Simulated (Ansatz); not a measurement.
Input

```
crystal:
  lattice:
    - [-1.52281, 1.64101, 3.94]
    - [1.64101, -1.52281, 3.94]
    - [1.57099, 1.57099, -3.89182]
  atoms:
    - { symbol: Si, position: [0.333, 0.333, 0.0] }
    - { symbol: Si, position: [0.667, 0.667, 0.0] }
    - { symbol: W, position: [0.0, 0.0, 0.0] }
kpoints:
  mp_grid: { grid: [11, 11, 14] }
scf:
  occupations: { method: fermi_dirac, width: 0.05 }
hamiltonian:
  xc: pbe
  pseudopotentials: { kind: paw }
output:
  forces: true
  stress: true
  eigenvalues: true
  efg: { contact_densities: true }
  write_density: true
  write_potential: true
  elf: true
  volumetric_format: npy
```

Launched as:

```sh
ansatz run input.yaml --threads 1 --pin off --max-ram 6144MiB --backend cpu --events-out ev --progress --plain --runs-dir out
```

Below, planes, directions and counts refer to the conventional cell (a = 4.61 Å, b = 4.47 Å, c = 4.48 Å, α = 90.00°, β = 118.52°, γ = 90.00°).

Space group C2/m; changed on purpose from its base cell (equal xy, yz and zx shear strains of +3 %, PAW files); computed pressure about 2 GPa in this cell.

Level of theory: Ansatz 0.2.0, DFT, PBE, PAW with Ansatz's default frozen-core files, scalar-relativistic.

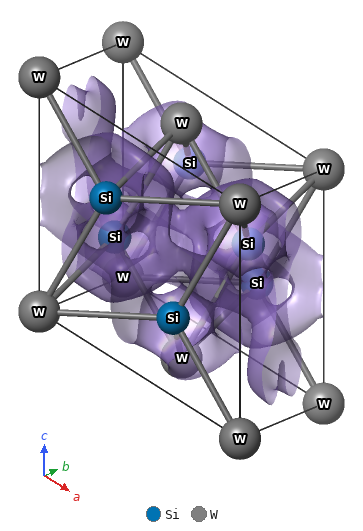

Si₂W. Isosurface of the electron localisation function at 0.55 (purple), seen slightly off an axis. Only the valence region is drawn (cores and ρ < 0.01 e/Å³ removed). Sticks mark near contacts.

What do the ELF domains correspond to?

The surface consists of sheets that run through the cell in two directions, counted in one cell of 6 atoms. Any copies at cell faces, edges or corners count once. Along the contacts the grid gives the following. Si–W (2.60 Å): the ELF peaks at about 0.75 in the valence shell of Si, 0.9 Å from its nucleus, and is about 0.45 at the midpoint. Si–W (2.70 Å): the ELF peaks at about 0.70 in the valence shell of Si, 0.9 Å from its nucleus, and is about 0.45 at the midpoint.
